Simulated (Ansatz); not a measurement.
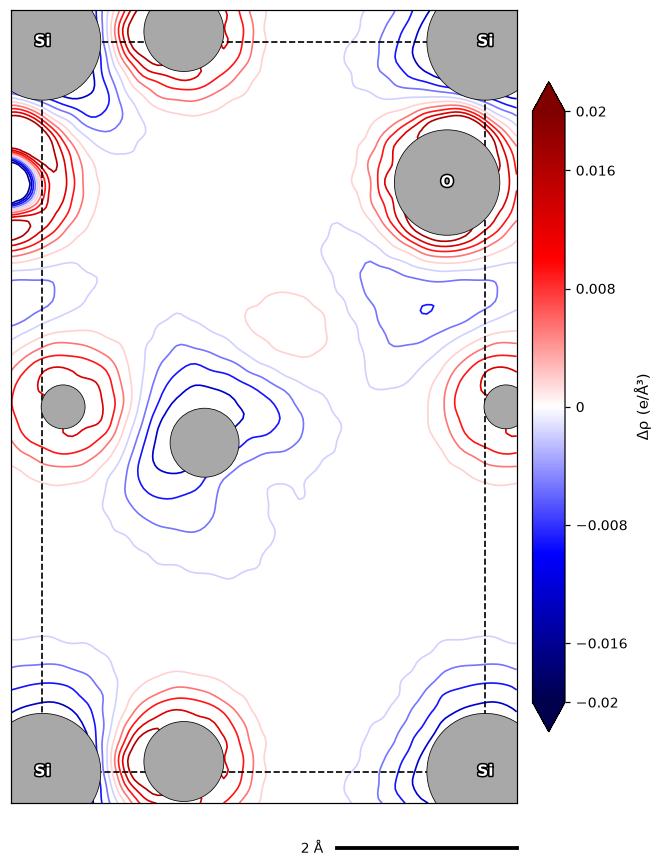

SiO₂. Difference of the valence pseudo-densities of two functionals at the same geometry, on the (101) plane of the calculation cell: one of PBE and r2SCAN less the other.

Both computed with Ansatz (plane waves, PAW), on the same k-point mesh. Grey discs cover the atomic cores.

### Which was subtracted from which, and what does the map show?

It is r2SCAN less PBE. Against PBE, r2SCAN gives more density around O (+0.012 e/Å³ on average at 0.7 Å from the nucleus) and a change of +0.011 e/Å³ at the midpoint of Si–O.
